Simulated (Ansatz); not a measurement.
Consider GaSb.

```
Ga Sb
1.0
     0.00000   -2.97390    2.97390
    -2.97390    2.97390    0.00000
    -6.21648   -6.21648   -6.21648
Ga Sb
3 3
Direct
  0.00000 0.00000 0.99793
  0.33333 0.66667 0.66459
  0.66667 0.33333 0.33126
  0.00000 0.00000 0.75207
  0.33333 0.66667 0.41874
  0.66667 0.33333 0.08541
```

Space group R3m; started from the zincblende prototype, which need not be the ambient phase; changed on purpose from its base cell (epitaxial 111 strain -3.0%); computed pressure about 5 GPa in this cell.

Method: Ansatz 0.2.0, DFT, PBE, plane waves, PAW.

### What will maps of the valence pseudo-density and electron localisation function show?

Ga–Sb (2.60 Å): ρ is about 0.45 e/Å³ halfway; the ELF peaks at about 0.70 between the atoms.
Ga–Sb (2.65 Å): ρ is about 0.42 e/Å³ halfway; the ELF peaks at about 0.70 between the atoms.

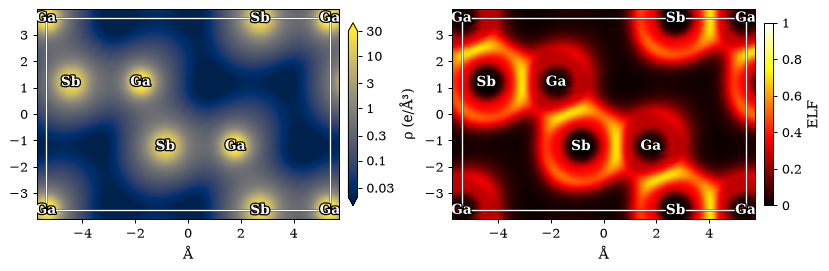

Computed valence pseudo-density and electron localisation function on the (110) plane of the conventional cell, in this order. 

In a PAW calculation such maps are meaningful between the atoms, not at the nuclei.
